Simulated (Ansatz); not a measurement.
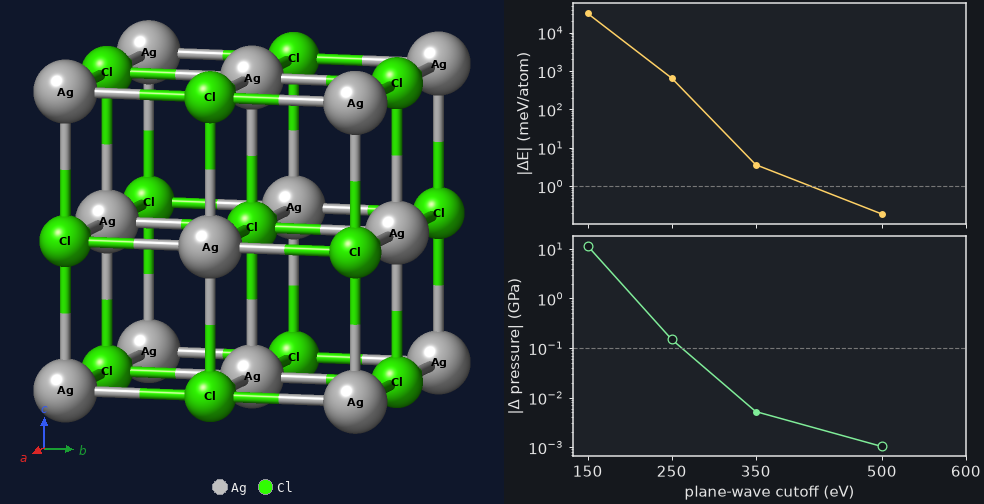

Beside the plot: the structure in its conventional cell.

One cell, run at 5 values of the plane-wave cutoff (density cutoff scaled with it).
AgCl (Fm-3m, 2 atoms in the cell); DFT, PBE, PAW with Ansatz's default frozen-core files, scalar-relativistic (Ansatz); 12×12×12 k-mesh, Fermi–Dirac smearing of 0.08 eV.
ΔE is the free energy less its value at the largest setting, 600 eV.
Dashed lines or grey bands mark the tolerance: 1 meV/atom and 0.1 GPa.
On logarithmic panels, open markers lie below the reference value and filled ones above.
The pressure holds the program's Pulay correction for the finite basis; without it, low cutoffs would be much further off.

What is enough for the free energy to 1 meV/atom?

Answer. The free energy is within 1 meV/atom of the largest setting's value from 500 eV on. It is off by 32000 meV/atom at 150 eV, 650 meV/atom at 250 eV and 3.6 meV/atom at 350 eV (always above it). The smaller bases give higher energies, which fall towards the limit as the basis grows.

How does the pressure behave (tolerance 0.1 GPa)?

Answer. The pressure is within 0.1 GPa of the largest setting's value from 350 eV on. It is off by 11 GPa at 150 eV and 0.15 GPa at 250 eV (on both sides of it).
